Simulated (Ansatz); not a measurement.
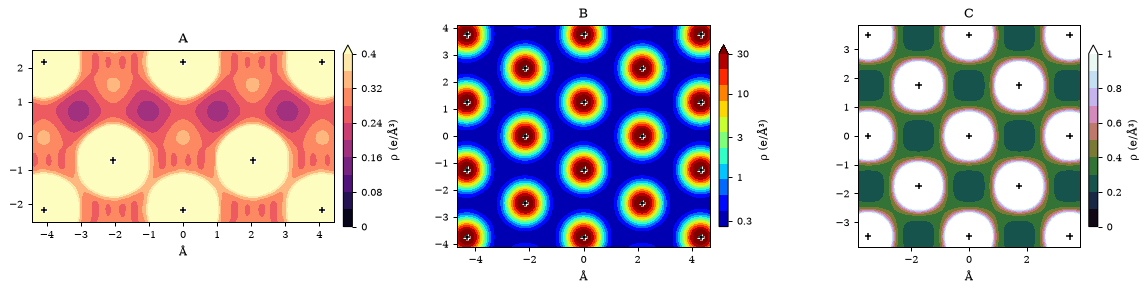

The valence electron density of 3 systems, each on a plane through atoms (crosses mark nuclei in the plane).

Method: Ansatz 0.2.0, DFT, PBE, PAW, plane waves, scalar-relativistic.

System 1: Mn, the (100) plane of the conventional cell. Space group Fm-3m; computed pressure about 3 GPa in this cell; the program warned that a starting moment wasn't kept; spin-polarised, but the moments vanished.

```cif
data_structure
_symmetry_space_group_name_H-M 'P 1'
_symmetry_Int_Tables_number 1
_cell_length_a 3.4900
_cell_length_b 3.4900
_cell_length_c 3.4900
_cell_angle_alpha 90.000
_cell_angle_beta 90.000
_cell_angle_gamma 90.000
_cell_volume 42.51
loop_
_atom_site_label
_atom_site_type_symbol
_atom_site_fract_x
_atom_site_fract_y
_atom_site_fract_z
_atom_site_occupancy
Mn1 Mn 0.00000 0.00000 0.00000 1
Mn2 Mn 0.50000 0.50000 0.00000 1
Mn3 Mn 0.50000 0.00000 0.50000 1
Mn4 Mn 0.00000 0.50000 0.50000 1
```

System 2: Ni, the (110) plane of the calculation cell. Space group Fm-3m; computed pressure about −4 GPa in this cell; computed without spin polarisation.

```
CELL_PARAMETERS angstrom
3.53470 1.76735 1.76735
1.76735 3.53470 1.76735
1.76735 1.76735 3.53470
ATOMIC_POSITIONS crystal
Ni 0.00000 0.00000 0.00000
Ni 0.50000 0.50000 0.50000
```

System 3: Co, the (110) plane of the conventional cell. Space group P6₃/mmc; computed pressure about −15 GPa in this cell; computed without spin polarisation.

```yaml
crystal:
  lattice:
    - [2.50540, 0.00000, 0.00000]
    - [-1.25270, 2.16974, 0.00000]
    - [0.00000, 0.00000, 4.08930]
  atoms:
    - { symbol: Co, position: [0.33333, 0.66667, 0.25000] }
    - { symbol: Co, position: [0.66667, 0.33333, 0.75000] }
```

### Which map belongs to which system?

Panel A is system 3, Co: the plane holds Co. Co–Co (2.50 Å): ρ is about 0.33 e/Å³ halfway. Panel B is system 2, Ni: the plane holds Ni. Ni–Ni (2.50 Å): ρ is about 0.31 e/Å³ halfway. Panel C is system 1, Mn: the plane holds Mn. Mn–Mn (2.47 Å): ρ is about 0.39 e/Å³ halfway.
